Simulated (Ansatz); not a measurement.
TiCo: several calculations on one system

## 1. Relaxation

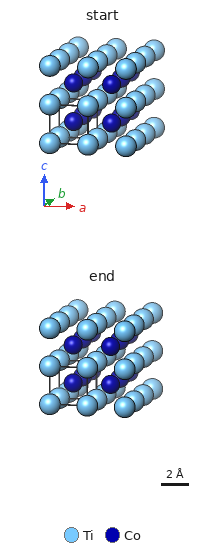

The structure of a crystal of TiCo (set up in Pm-3m) (coarse preliminary run) before (top) and after (bottom) a relaxation, at one scale.

A spheres-only model of the cell of the calculation, repeated 2 × 3 × 2 with one cell outlined, seen slightly off an axis.

Theory: DFT PBEsol, scalar-relativistic, plane waves, PAW (Ansatz). Set-up: plane-wave cutoff 420 eV; k-point mesh 6 × 6 × 6; occupations gaussian; smearing width 0.1 eV; collinear spin; cell and atoms relaxed; force threshold 0.05 eV/Å; at most 80 steps.

Describe what moved and what it gained.

The atoms keep their places relative to the cell (all moves are under 0.005 Å). The volume changes by −5.2 %, with a = b = c 2.986 → 2.934 Å (−1.8 %). Some distances before and after: Ti–Ti 2.986 → 2.934 Å, Co–Ti 2.586 → 2.541 Å. The space group stays Pm-3m (No. 221). Over 1 accepted move (2 points after the start) the energy falls by 40.3 meV per cell of the calculation. All forces vanish by symmetry, so only the cell relaxes. Pressure: −9.10 GPa at the start and 0.18 GPa at the end. At 1 point the geometry stayed and the basis and grid were re-selected for the new cell (energy shift of 0.6 meV per cell of the calculation at most each time).

## 2. Relaxation

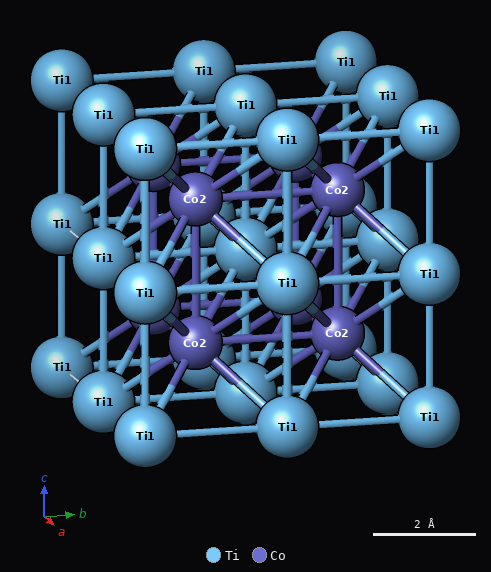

Starting structure of solid TiCo (set up in P4/mmm). A ball-and-stick model of the cell of the calculation, repeated 2 × 2 × 2 with one cell outlined, seen slightly off an axis.

Case: uniaxial strain along a of +3.0 %; b, c and atoms relaxed.

All numbers below come from DFT PBEsol, scalar-relativistic, plane waves, PAW in Ansatz.

Input file:
```yaml
crystal:
  lattice:
    - [3.0266548674, 0.0, 0.0]
    - [0.0, 2.9164611222, 0.0]
    - [0.0, 0.0, 2.9164611222]
  atoms:
    - { symbol: Ti, position: [0.0, 0.0, 0.0] }
    - { symbol: Co, position: [0.5, 0.5, 0.5], spin: 0.75 }
basis:
  ecutwfc: 420
kpoints:
  mp_grid: { grid: [18, 18, 18] }
hamiltonian:
  xc: pbesol
scf:
  occupations: { method: gaussian, width: 0.1 }
output:
  forces: true
  stress: true
  eigenvalues: true
  populations: true
magnetization:
  spin_polarized: true
relax:
  adjacent_minimum: "off"
  f_tol: 0.008
  max_steps: 40
  cell: { stress_tol: 0.015, fix: [a, angles] }
```

Launched with:
```bash
ansatz run input.yaml --threads 1 --pin off --max-ram 2560MiB --backend cpu --events-out ev --progress --plain --runs-dir out
```

> Where does the relaxation end?

The energy falls by 0.7 meV per atom in 3 accepted moves (4 points after the start). All forces vanish by symmetry, so only the cell relaxes. The pressure goes from −2.56 to −0.88 GPa. At 1 point the geometry stayed and the basis and grid were re-selected for the new cell (energy shift of 0.1 meV per atom at most each time). No atom moves by more than 0.005 Å relative to the cell. Cell: a unchanged at 3.027 Å, b = c 2.916 → 2.901 Å (−0.5 %). Volume −1.0 %. Some distances before and after: Ti1–Ti1 2.916 → 2.901 Å, Co2–Co2 2.916 → 2.901 Å, Ti1–Co2 2.558 → 2.549 Å. The space group stays P4/mmm (No. 123). Cost: 3.2 min on 1 thread of Arm Neoverse V2, with other jobs on the host, peak memory 0.72 GiB.

## 3. A change

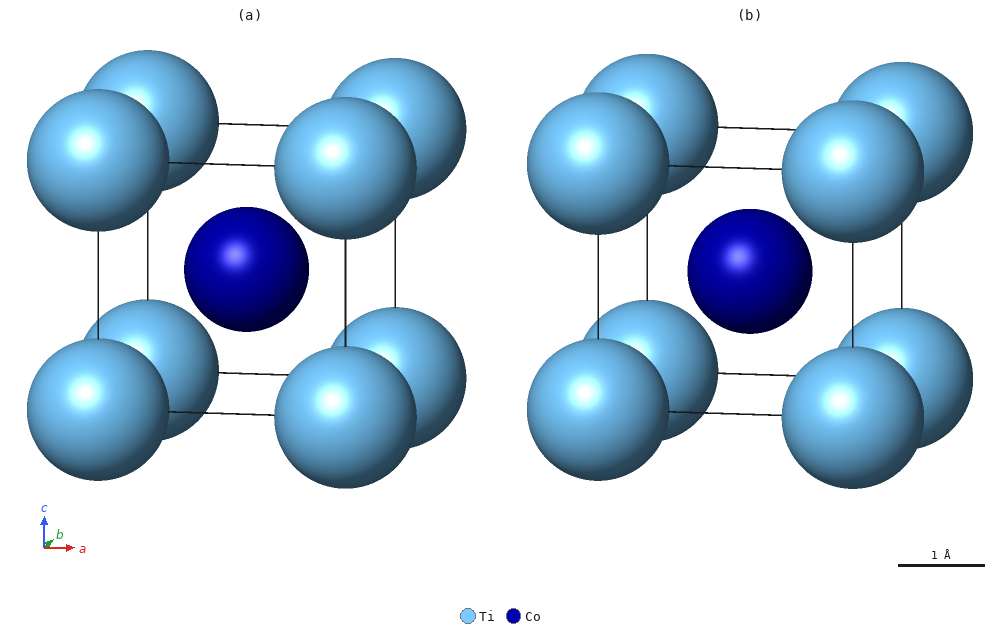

Left: solid TiCo (set up in Pm-3m). Right: the same structure after one change, at the same scale. The picture is a spheres-only view of the cell of the calculation, seen slightly off an axis.

The calculation used DFT PBEsol, scalar-relativistic, plane waves, PAW (Ansatz). Settings: plane-wave cutoff 420 eV; k-point mesh 18 × 18 × 18; occupations gaussian; smearing width 0.1 eV; collinear spin.

Which change leads from the left to the right?

Uniaxial strain along a, +3.0 %, is applied. The b and c axes and the atoms are relaxed.

And its effect?

The energy rises by 4.0 meV per atom. Pressure: 0.5 GPa before, −0.9 GPa after. The principal stresses (compression positive) are −2.6 GPa along a and none across it. The absolute magnetisation per cell goes from 0.85 to 0.71 μB (net moment 0.74 and 0.59 μB). The drawn cell changes as follows: a 2.938 → 3.027 Å (+3.0 %), b = c 2.938 → 2.901 Å (−1.3 %); the volume changes by +0.4 %. The atoms keep their places relative to the cell (all moves are under 0.005 Å). Some distances before and after: Ti–Ti 2.938 → 2.901 to 3.027 Å, Co–Co 2.938 → 2.901 to 3.027 Å, Co–Ti 2.545 → 2.549 Å. The space group (tolerance 0.01 Å) goes from Pm-3m (No. 221) to P4/mmm (No. 123).

## 4. Series

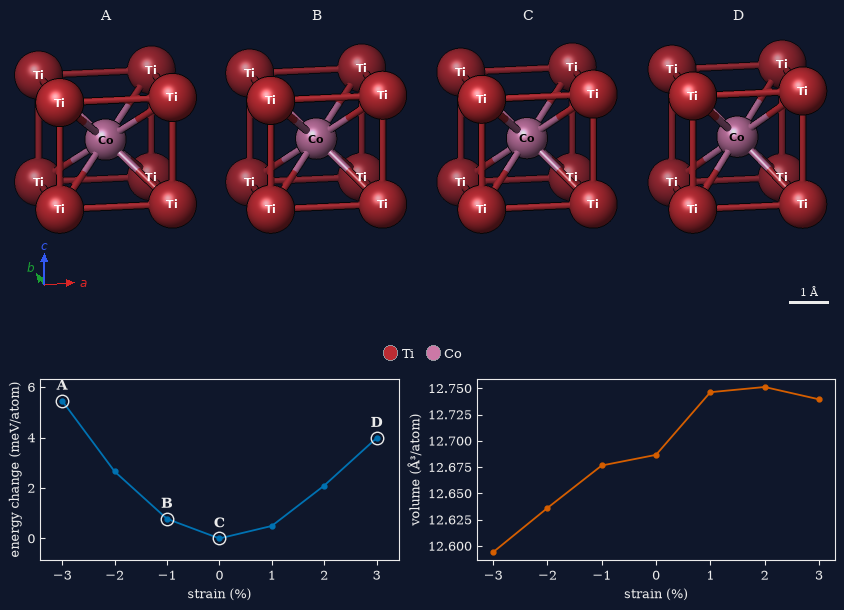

Members of a series of calculations on crystalline TiCo (set up in Pm-3m), marked on the first curve. Style: ball-and-stick. Shown: the cell of the calculation, reduced to other axes, slightly off an axis. Lengths and directions refer to the drawn axes.

Computed with DFT PBEsol, scalar-relativistic, plane waves, PAW in Ansatz. Settings: plane-wave cutoff 420 eV; k-point mesh 18 × 18 × 18; occupations gaussian; smearing width 0.1 eV; collinear spin.

Question: Describe the series.

Answer: Uniaxial strain along a; b, c and atoms relaxed. A (strain −3.0 %): energy change 5.5 meV/atom, volume 12.59 Å³ per atom. B (strain −1.0 %): energy change 0.8 meV/atom, volume 12.68 Å³ per atom. C (strain 0.0 %): energy change 0.0 meV/atom, volume 12.69 Å³ per atom. D (strain 3.0 %): energy change 4.0 meV/atom, volume 12.74 Å³ per atom. The rest compares A with D. The drawn cell changes as follows: a = b 2.973 → 2.901 Å (−2.4 %), c 2.850 → 3.027 Å (+6.2 %); the volume changes by +1.2 %. Some distances before and after: Ti–Ti 2.850 → 3.027 Å, Co–Co 2.850 → 3.027 Å, Ti–Ti 2.973 → 2.901 Å.
